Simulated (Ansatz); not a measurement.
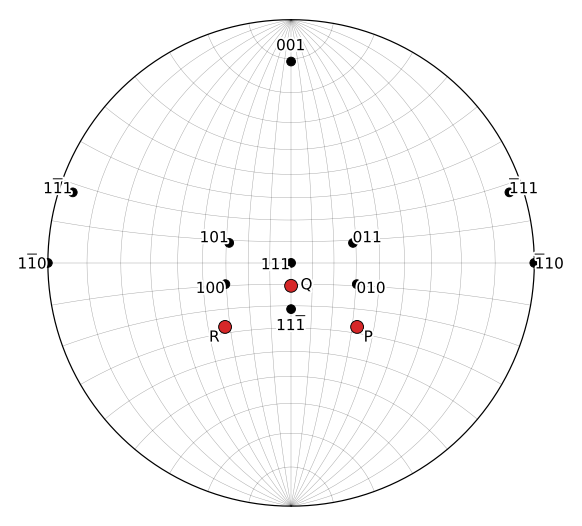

Crystal: BN, coordinates from a relaxation with Ansatz 0.2.0, DFT, PBE-D3(BJ), plane waves, PAW. Stereographic projection of plane normals (upper hemisphere) centred on (1 1 1). All values are computed from the atomic coordinates in the standard setting (tolerance 0.002 Å).

a = 2.506 Å, b = 2.506 Å, c = 6.597 Å, α = 90.00°, β = 90.00°, γ = 120.00°.

Q: Index the poles marked P, Q, R.

A: P is (0 1 −1), in four indices (0 1 −1 −1), 41.4° from the centre; Q is (1 1 0), in four indices (1 1 −2 0), 10.8° from the centre; R is (1 0 −1), in four indices (1 0 −1 −1), 41.4° from the centre.

Q: What is the angle between the normals of (1 1 −1) and (1 −1 1), and what are their d_hkl = 1/|g|?

A: 93.3°; d = 1.231 Å and 2.062 Å.
